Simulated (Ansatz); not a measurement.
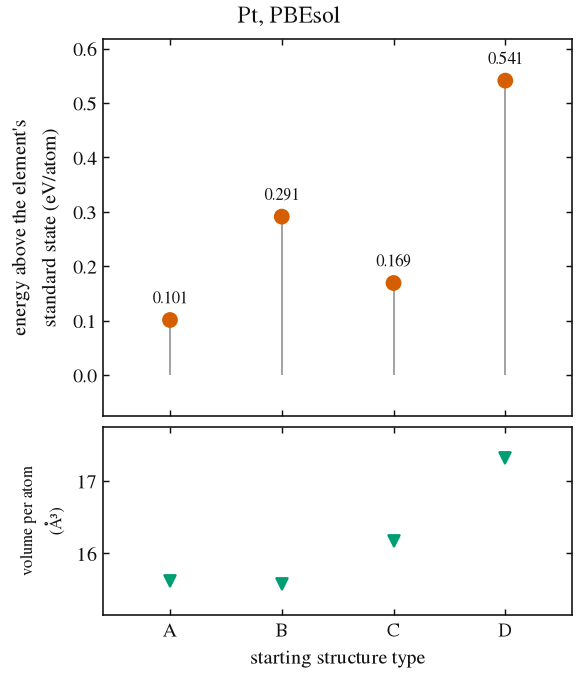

The picture above shows the energy above the element's standard state of each starting structure type, with the volume per atom below, for Pt. The labels are replaced by letters. In alphabetical order the cases are: beta-tungsten (A15); lonsdaleite type; simple hexagonal; trigonal selenium type.

Computed with Ansatz 0.2.0: a formula put on the sites of a structure type, uncorrected energy per atom over the elements' standard states (H N O F Cl as gases), plane-wave PAW DFT, cell and atoms relaxed at 0 K and 0 GPa, spin start parallel or as listed, metals to 4 meV/atom. Level: PBEsol, no spin polarisation.

wave cutoff 420 eV.

The names give the starting types; a cell can relax into another structure.

Question: Which letter stands for which starting structure type?

Answer: A: lonsdaleite type (0.101 eV/atom); B: beta-tungsten (A15) (0.291 eV/atom); C: simple hexagonal (0.169 eV/atom); D: trigonal selenium type (0.541 eV/atom).
